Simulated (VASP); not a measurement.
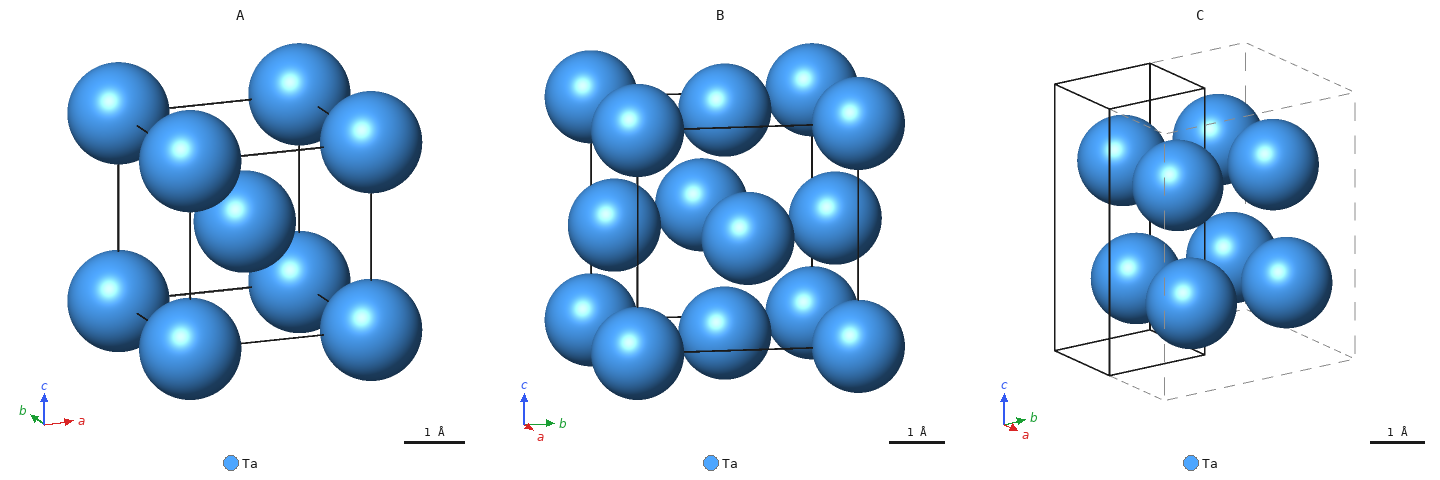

Three structures of Ta, each relaxed (cell and atoms) at zero pressure; conventional cells in solid outline, small ones repeated, each panel with its own scale. Alike in all runs: VASP 6.6.1; functional PBEsol; VASP's PAW PBE potentials, release 64 (Ta); cutoff 580 eV; occupations gaussian, width 0.1 eV; no spin polarisation; no spin-orbit coupling. The k meshes have like spacings.

Name the structure in each panel.

Answer. A: body-centred cubic (W type), Im-3m; B: face-centred cubic (Cu type), Fm-3m; C: hexagonal close-packed (Mg type), P6₃/mmc.

Rank them by energy, lowest first.

Answer. A, then B (+278 meV/atom) and C (+304 meV/atom), static energies at zero smearing.

Collect the results in a table.

Answer.
| panel | space group | E − E(lowest) (meV/atom) | volume (Å³/atom) |
| --- | --- | --- | --- |
| A | Im-3m | 0 | 17.5 |
| B | Fm-3m | 278 | 18.1 |
| C | P6₃/mmc | 304 | 18.0 |

The starts are database entries or structure types tried for this composition, and the most stable form need not be among them.

Caveat: spin-orbit coupling is left out, which matters for Ta, if less for volumes and forces than for levels.
